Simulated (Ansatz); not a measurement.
Read the following structure.

```cif
data_structure
_symmetry_space_group_name_H-M 'P 1'
_symmetry_Int_Tables_number 1
_cell_length_a 2.8586
_cell_length_b 2.8586
_cell_length_c 2.8694
_cell_angle_alpha 90.000
_cell_angle_beta 90.000
_cell_angle_gamma 90.000
_cell_volume 23.45
loop_
_atom_site_label
_atom_site_type_symbol
_atom_site_fract_x
_atom_site_fract_y
_atom_site_fract_z
_atom_site_occupancy
Al1 Al 0.50000 0.50000 0.53921 1
Ni1 Ni 0.00000 0.00000 0.00000 1
```

Question: What crystal do these data define?

Answer: Formula: AlNi. It belongs to space group P4mm (No. 99) and has a primitive tetragonal lattice. The cell has 2 atoms, namely 1 Al, 1 Ni. Around each Al lie eight Ni in a cubic arrangement at 2.42 to 2.55 Å. About every Ni there are eight Al in a cubic arrangement at 2.42 to 2.55 Å. The bonds build a three-dimensional framework.

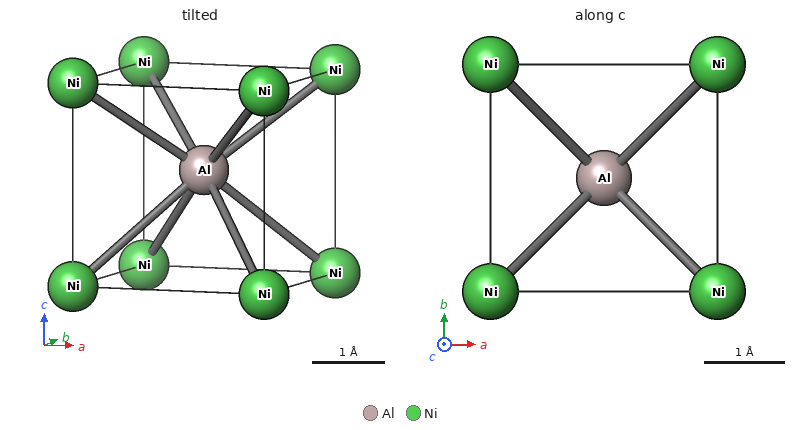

The figure gives a ball-and-stick picture of the atoms, viewed slightly off an axis and along the c axis. The conventional unit cell is outlined; an atom on or near a face, edge or corner is repeated at each equivalent position.

The model was built from a structure listed in the Materials Project. The cell was then strained or its atoms displaced on purpose. It was the input of a calculation with Ansatz.

At this level of theory the cell isn't at rest (forces up to 0.7 eV/Å), so its distances can differ from those at equilibrium, the more so the softer the solid.
